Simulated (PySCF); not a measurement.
**C$_{5}$H$_{5}$N: density, localisation and related maps**

Input

```
{"job": {"kind": "sp", "xc": "PBE0", "basis": "def2-TZVP", "d3": "d3bj", "grid": 2}, "charge": 0, "multiplicity": 1}
C     -0.393772     1.126094     0.013397
C     -1.276421     0.065066    -0.173029
C     -0.760850    -1.231395    -0.185731
N      0.530741    -1.510024    -0.029030
C      1.367000    -0.490473     0.148674
C      0.959952     0.843837     0.178316
H     -0.755395     2.157389     0.030086
H     -2.346994     0.234786    -0.306862
H     -1.430554    -2.087438    -0.330563
H      2.425966    -0.744870     0.275708
H      1.691521     1.640866     0.327897
```

Command:

```sh
OMP_NUM_THREADS=1 python redox_run.py task.json out
```

Geometry: PBE0-D3(BJ)/def2-SVP.

The calculation used PySCF, DFT single point, gas phase, functional PBE0.

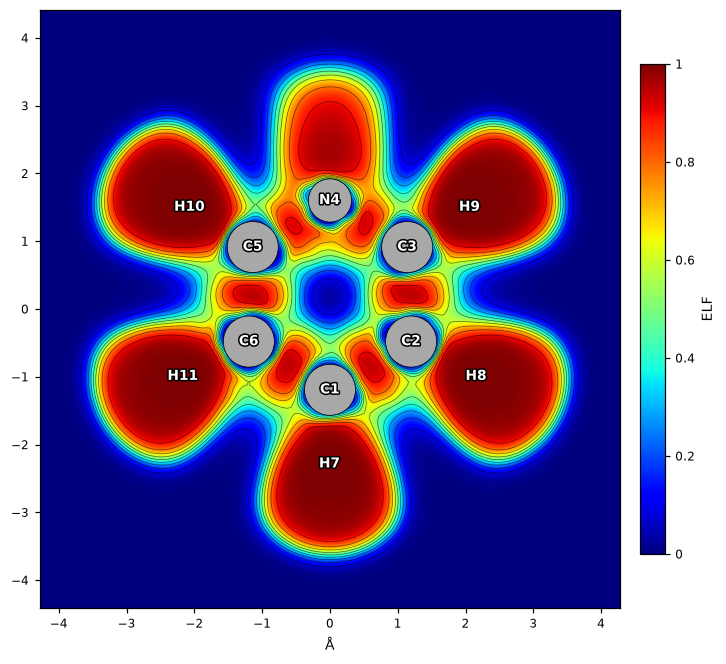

Figure 1. Electron localisation function on the molecular plane. Grey discs cover the atomic cores.

Question: Interpret the plot.

Answer:
- The plane passes through C, N and H nuclei.
- C–N (1.33 Å): the ELF peaks at about 0.90 between the atoms: a covalent bond.
- C–C (1.39 Å): the ELF peaks at about 0.95 between the atoms, as expected for localised, covalent bonding.
- C–H (1.09 Å): the ELF climbs to about 1 towards the hydrogen, as it does in any bond to H; an ordinary covalent bond to hydrogen.
- The ELF also peaks beside N4, away from the bonds: lone-pair regions.

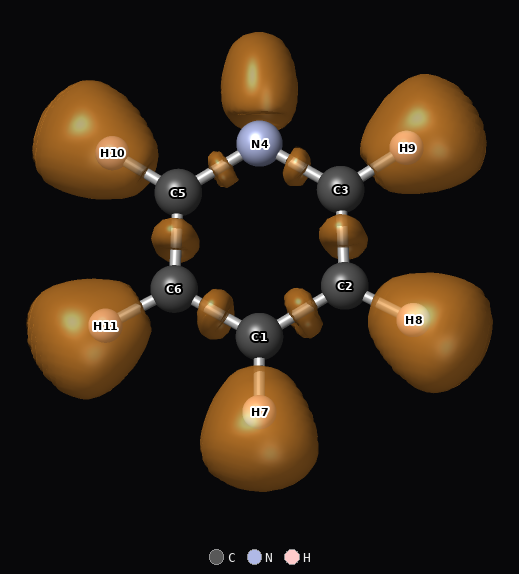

Figure 2. Isosurface of the ELF at 0.85 (orange), seen at a tilt. Only the valence region is drawn (cores and ρ < 0.01 e/Å³ removed).

Question: Identify the bonds, lone pairs and shells in this picture.

Answer: At this value the surface marks out four regions between bonded C–C atoms (shared pairs), two regions between bonded C–N atoms (shared pairs), five regions around hydrogen nuclei and one lobe on N, pointing away from the bonds (lone pairs).

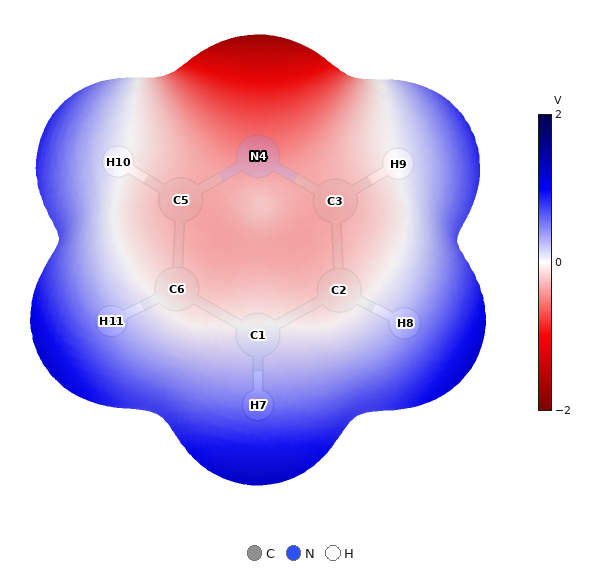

Figure 3. The electrostatic potential painted on the density surface at 0.002 e/bohr³, seen at a tilt; red is negative and blue positive.

Question: Which sites attract a positive test charge, and which a negative one?

Answer: A positive charge is drawn to the negative regions and a negative charge to the positive ones. The most negative region (about −1.8 V) lies over N4, the most positive (about +1.2 V) over H7 and H8. N4 is the likeliest acceptor of a hydrogen bond.

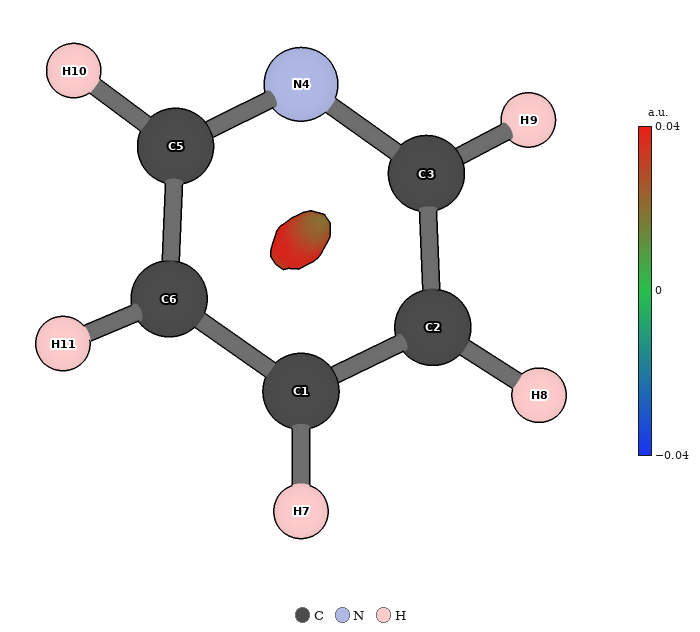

Figure 4. Non-covalent interaction (NCI) plot: the surface where the reduced density gradient is 0.5, for densities under 0.05 a.u., coloured by sign(λ₂)ρ; seen at a tilt.

Question: Which non-covalent interactions does the plot reveal?

Answer: Inside the ring or cage of C1, C2, C3, N4, C5 and C6: steric crowding (red).
